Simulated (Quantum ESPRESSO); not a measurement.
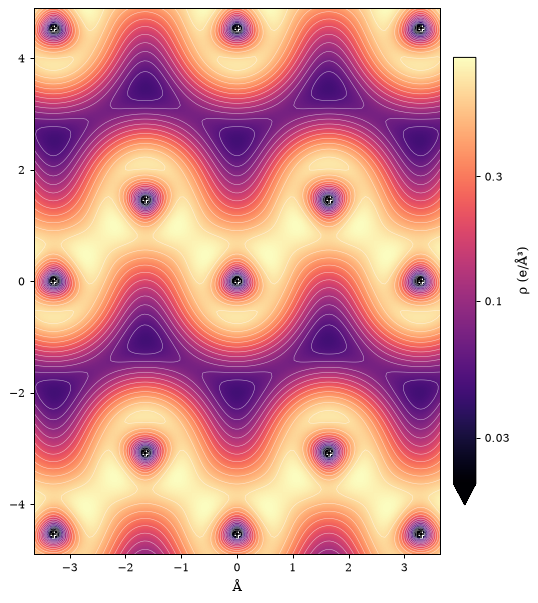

The valence pseudo-density on a plane through atoms (crosses mark nuclei in the plane).

Method: Quantum ESPRESSO 7.5, Kohn-Sham DFT of a periodic cell, rev-vdW-DF2, PseudoDojo 0.4.1 SR PBE standard.

Candidates:
A. P, a = 3.30 Å, b = 10.93 Å, c = 4.54 Å, α = 90.00°, β = 90.00°, γ = 90.00°. Space group Cmce; a structure from a database of computed crystals, not necessarily the ambient phase; not relaxed (largest force 0.6 eV/Å).
B. BN, a = 3.63 Å, b = 3.63 Å, c = 3.63 Å, α = 90.00°, β = 90.00°, γ = 90.00°. Space group F-43m; a structure from a database of computed crystals, not necessarily the ambient phase.

Which candidate gave the map?

Candidate A: P on the (010) plane of the conventional cell, which holds P. P–P (2.20 Å): ρ at the midpoint is about 0.78 e/Å³.
